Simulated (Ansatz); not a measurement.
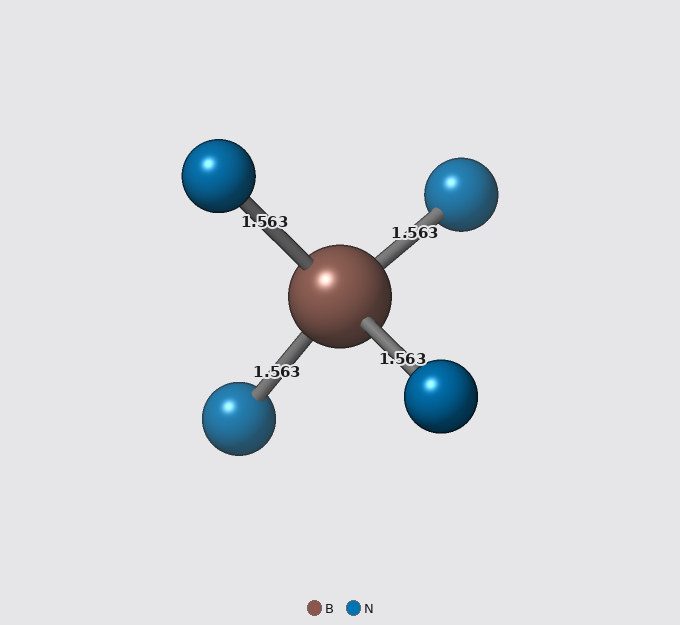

The surroundings of site B1 (at 0.000, 0.000, 0.000) in BN (F-43m), with bond lengths in Å.

Source of the atomic positions: a calculation's input that goes back to an entry of the Crystallography Open Database (an earlier step may have relaxed or displaced it).

```yaml
crystal:
  lattice:
    - [3.60965, 0.00000, 0.00000]
    - [0.00000, 3.60965, 0.00000]
    - [0.00000, 0.00000, 3.60965]
  atoms:
    - { symbol: B, position: [0.00000, 0.00000, 0.00000] }
    - { symbol: N, position: [0.25000, 0.25000, 0.75000] }
    - { symbol: B, position: [0.00000, 0.50000, 0.50000] }
    - { symbol: N, position: [0.25000, 0.75000, 0.25000] }
    - { symbol: B, position: [0.50000, 0.00000, 0.50000] }
    - { symbol: N, position: [0.75000, 0.25000, 0.25000] }
    - { symbol: B, position: [0.50000, 0.50000, 0.00000] }
    - { symbol: N, position: [0.75000, 0.75000, 0.75000] }
```

Bond valence s = exp((R0 − d)/b), R0 fitted to published crystal structures with b = 0.37 Å; R0 in Å: B3+–N 1.483.

### Calculate the bond-valence sum of B1 from the bonds drawn.

4 × 0.806 = 3.22 v.u., against a formal valence of 3: overbonded (bonds short for this ion) by 0.22.

### And over the whole structure?

```json
{"site": "B1", "x, y, z": "0.000, 0.000, 0.000", "formal valence": "+3", "bond-valence sum": "3.44", "difference": "0.44"}
{"site": "N1", "x, y, z": "0.250, 0.250, 0.750", "formal valence": "−3", "bond-valence sum": "3.44", "difference": "0.44"}
```

These sums include all anions within 5 Å. The global instability index (root mean square of the differences over all atoms) is 0.44 v.u.: above 0.2, which by the usual rule of thumb marks a strained structure. The cell was not relaxed for this table, and a volume that is off by a few per cent shifts all sums together.
